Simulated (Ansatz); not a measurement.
## Electronic structure of CuO in real space

```cif
data_structure
_symmetry_space_group_name_H-M 'P 1'
_symmetry_Int_Tables_number 1
_cell_length_a 4.6893
_cell_length_b 3.4268
_cell_length_c 5.1321
_cell_angle_alpha 90.000
_cell_angle_beta 99.653
_cell_angle_gamma 90.000
_cell_volume 81.30
loop_
_atom_site_label
_atom_site_type_symbol
_atom_site_fract_x
_atom_site_fract_y
_atom_site_fract_z
_atom_site_occupancy
Cu1 Cu 0.25000 0.24680 0.00000 1
Cu2 Cu 0.75000 0.74680 0.00000 1
Cu3 Cu 0.25000 0.75320 0.50000 1
Cu4 Cu 0.75000 0.25320 0.50000 1
O1 O 0.48850 0.91710 0.25370 1
O2 O 0.98850 0.41710 0.25370 1
O3 O 0.48850 0.08290 0.75370 1
O4 O 0.98850 0.58290 0.75370 1
```

Space group Cc; not relaxed (largest force 0.8 eV/Å); computed pressure about 6 GPa in this cell.

These are results of Kohn-Sham DFT of a periodic cell, PBE, Ansatz PAW (Ansatz), not measurements.

In a PAW calculation such maps are meaningful between the atoms, not at the nuclei.

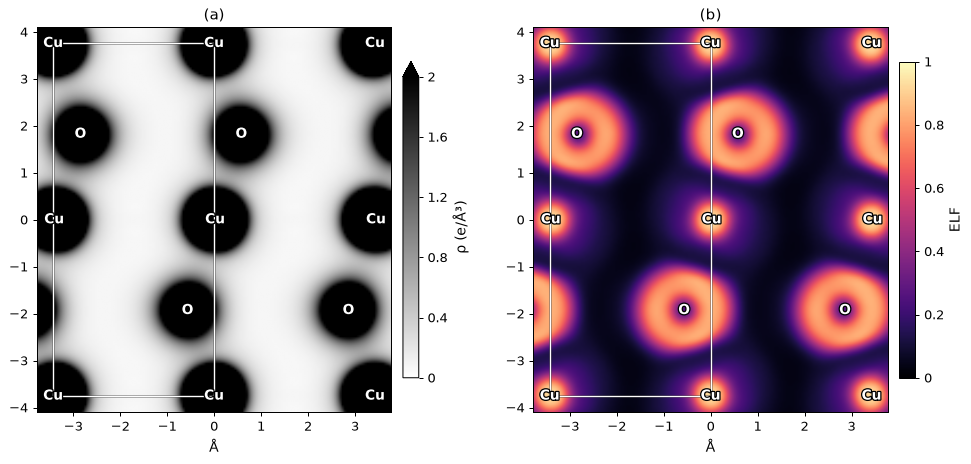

Figure 1. (a) valence pseudo-density; (b) ELF on the (101) plane of the conventional cell.

What does the map show?

The section cuts through Cu and O sites. Cu–O (1.91 Å): the density is about 0.71 e/Å³ at the midpoint; the ELF peaks at about 0.80 in the valence shell of O, 0.6 Å from its nucleus, and is about 0.20 at the midpoint: no localised pair shows between them. Cu–O (2.02 Å): ρ is about 0.54 e/Å³ halfway; the ELF peaks at about 0.85 in the valence shell of O, 0.6 Å from its nucleus, and is about 0.20 at the midpoint; no shared electron pair shows on this line. Between the atoms the lowest density in this plane is 0.06 e/Å³. The features right at Cu lie inside the PAW spheres, where the map follows smoothed inner orbitals and isn't to be read closely.

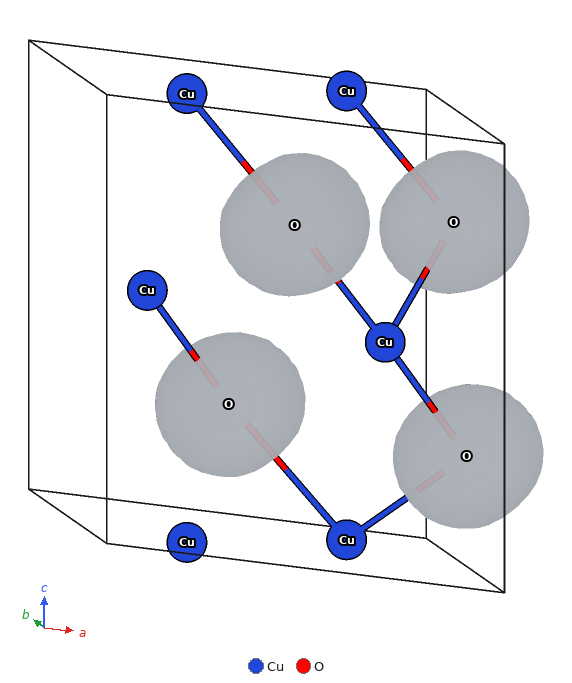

Figure 2. Isosurface of the ELF at 0.65 (grey), seen slightly off an axis. Only the valence region is drawn (cores and ρ < 0.01 e/Å³ removed). Sticks mark near contacts.

Identify the bonds, lone pairs and shells in this picture.

The surface consists of four regions wrapped around O (the valence shell of each), counted in one cell of 8 atoms. Regions shared between cells count once. Profiles from the grid: Cu–O (1.98 Å): the ELF peaks at about 0.85 in the valence shell of O, 0.6 Å from its nucleus, and is about 0.20 at the midpoint: no localised pair shows between them.

Does the calculation give a band gap?

It is metallic or semimetallic at this level of theory: no gap opens; semilocal functionals without U, or without the true magnetic order, often close the gap of such compounds.
